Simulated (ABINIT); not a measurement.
```yaml
crystal:
  lattice:
    - [3.52305, 0.00000, 0.00000]
    - [0.00000, 3.52305, 0.00000]
    - [0.00000, 0.00000, 3.52305]
  atoms:
    - { symbol: Ni, position: [0.50000, 0.50000, 0.00000] }
    - { symbol: Ni, position: [0.50000, 0.00000, 0.50000] }
    - { symbol: Ni, position: [0.00000, 0.50000, 0.50000] }
    - { symbol: Al, position: [0.00000, 0.00000, 0.00000] }
```

Space group Pm-3m; a structure from a database of computed crystals, not necessarily the ambient phase; computed pressure about −16 GPa in this cell; spin-polarised.

Theory: Kohn-Sham DFT of a periodic cell, LDA, JTH PAW LDA v2.0 in ABINIT 10.8.3.

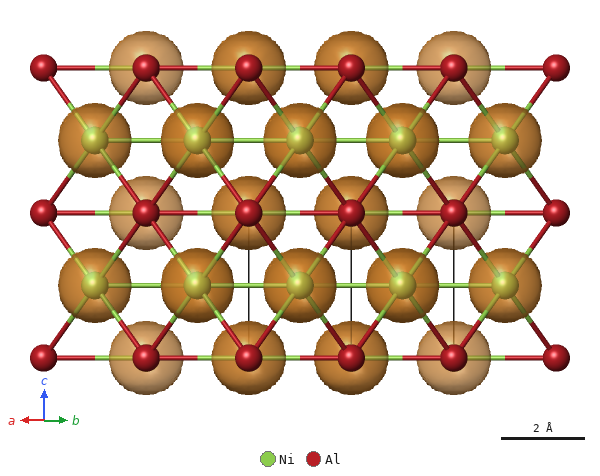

AlNi3. Isosurface of the valence pseudo-density at 0.6 e/Å³ (orange), seen along [110]. Sticks mark near contacts.

The density is the valence pseudo-density of a PAW calculation; it isn't the true density close to the nuclei.

Q: How is the density connected at this value?

A: At this value the density breaks into separate islands; it holds about 80 % of the electrons treated as valence. It bridges none of the near contacts. It is pinched off along the shortest Ni–Ni (2.49 Å) and Al–Ni (2.49 Å) contacts. On the grid the lowest density along these lines, outside the cores, is 0.33 e/Å³ (Ni–Ni, 2.49 Å) and 0.25 e/Å³ (Al–Ni, 2.49 Å).
